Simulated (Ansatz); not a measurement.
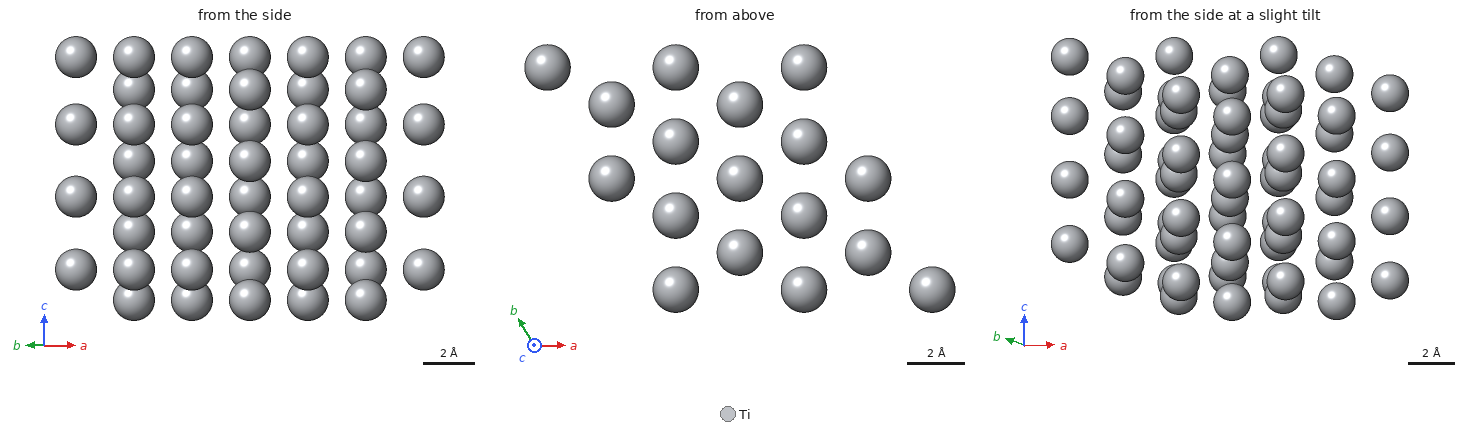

A spheres-only picture of a periodic slab, seen from the side, from above and from the side at a slight tilt. The surface normal points up in side views; the vacuum is left out. 2×2 cells are drawn in the plane, with atoms at the edges repeated.

The cell holds 12 Ti. The slab was cut from bulk Ti (P6/mmm).

**What is its extent along the surface normal?**

About 10 Å from the lowest to the highest atom.

**Count the planes and say what each contains, starting at the top.**

Eight planes: Ti / Ti / Ti / Ti / Ti / Ti / Ti / Ti.

**Give the Miller indices of the face.**

(0 0 1).

Setup: DFT PBE, scalar-relativistic, plane waves, PAW in Ansatz; a kinetic-energy cutoff of 420 eV, k-points on a 9×9×1 grid, Gaussian smearing of 0.1 eV, no spin polarisation.

**How large is the work function at the top and at the bottom?**

3.34 eV at the top and 3.61 eV at the bottom.

The model was built from a structure listed in the Materials Project, from which a slab was cut. The atoms were relaxed in a fixed cell with DFT PBE, scalar-relativistic, plane waves, PAW in Ansatz.
